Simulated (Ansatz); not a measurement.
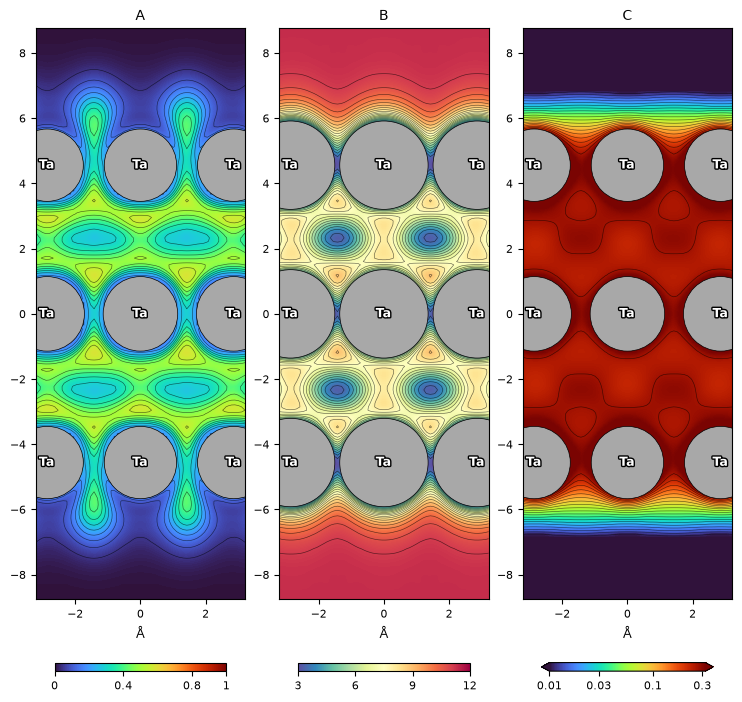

Ta (slab): 3 fields on the (010) plane of the calculation cell, a cut from vacuum to vacuum, with unlabelled colour scales. Grey discs cover the atomic cores.

Computed without spin polarisation.

Computed with DFT r2SCAN, scalar-relativistic, plane waves, PAW in Ansatz 0.2.0.

The calculation's input:

```
crystal:
  lattice:
    - [2.8618444457, 0.0, 0.0]
    - [-0.9539481486, 2.698172819, 0.0]
    - [0.0, 0.0, 24.3467448203]
  atoms:
    - { symbol: Ta, position: [0.5, 0.5, 0.3080493945] }
    - { symbol: Ta, position: [0.0, 0.0, 0.4040246973] }
    - { symbol: Ta, position: [0.5, 0.5, 0.5] }
    - { symbol: Ta, position: [0.0, 0.0, 0.5959753027] }
    - { symbol: Ta, position: [0.5, 0.5, 0.6919506055] }
basis:
  ecutwfc: 500
kpoints:
  mp_grid: { grid: [13, 13, 1] }
hamiltonian:
  xc: r2scan
scf:
  occupations: { method: gaussian, width: 0.1 }
output:
  forces: true
  eigenvalues: true
  write_density: true
  write_potential: true
  elf: true
  volumetric_format: npy
relax:
  adjacent_minimum: "off"
  f_tol: 0.02
  max_steps: 60
efield:
  axis: 3
  dipole_correction: true
  ramp_width: 0.04
```

Command:

```sh
ansatz run input.yaml --threads 1 --pin off --max-ram 2560MiB --backend cpu --events-out ev --progress --plain --runs-dir out
```

The fields are those of the relaxed geometry.

Question: Match the panels to the quantities (electron localisation function, electrostatic potential energy of an electron and valence pseudo-density).

Answer: Panel A: electron localisation function. Panel B: electrostatic potential energy of an electron (low next to the atoms, rising into the space between them). Panel C: valence pseudo-density. From the grid: Ta–Ta (2.86 Å): ρ at the midpoint is about 0.31 e/Å³; the ELF is about 0.35 at the midpoint.
